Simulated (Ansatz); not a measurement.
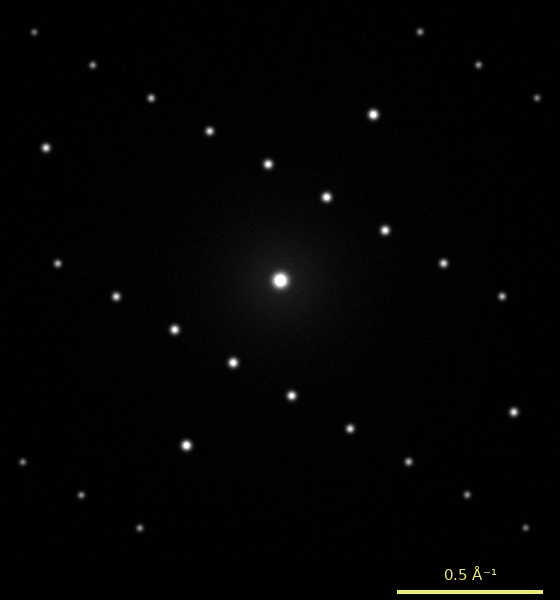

Kinematic zone-axis pattern, calculated for 120 keV electrons with B = 0.8 Å².

It belongs to Hg, space group Pm-3n (No. 223), a = 6.077 Å. Structure: coordinates from a relaxation with DFT, r2SCAN, plane waves (500 eV) with PAW, scalar-relativistic (Ansatz 0.2.0); the starting structure was generated, so it need not be a known form of this composition.

```
Hg
1.0
     6.07661    0.00000    0.00000
     0.00000    6.07661    0.00000
     0.00000    0.00000    6.07661
Hg
8
Direct
  0.00000 0.00000 0.00000
  0.50000 0.50000 0.50000
  0.25000 0.00000 0.50000
  0.75000 0.00000 0.50000
  0.50000 0.25000 0.00000
  0.50000 0.75000 0.00000
  0.00000 0.50000 0.25000
  0.00000 0.50000 0.75000
```

> Which low-index zone axis gives this pattern?

The spots form a rectangular net whose two shortest vectors correspond to d = 4.30 Å and 3.04 Å, 90.0° apart. They index as 1 -1 0 (itself too weak to see) and 0 0 2, so the zone axis is ±[110] (or an equivalent direction of <110>).

> Which reflections of this zone are missing, and why?

A glide plane extinguishes reflections such as 1 -1 -1, 1 -1 1, 2 -2 -1; a screw axis and a glide plane both extinguish reflections such as 0 0 1, 0 0 3, 0 0 5; reflections such as 1 -1 0, 2 -2 0, 1 -1 -4 are allowed but too weak to see at this display level.

> List the strongest reflections.

Strongest reflections with d > 1.11 Å, one of each family (|F|² from tabulated Gaussian fits of the electron scattering factors, times a small damping for the curvature of the Ewald sphere):

| hkl | d (Å) | I (strongest = 100) |
| --- | --- | --- |
| 0 0 4 | 1.519 | 100 |
| 0 0 2 | 3.038 | 77 |
| 1 -1 2 | 2.481 | 60 |
| 2 -2 2 | 1.754 | 34 |
| 3 -3 2 | 1.296 | 17 |
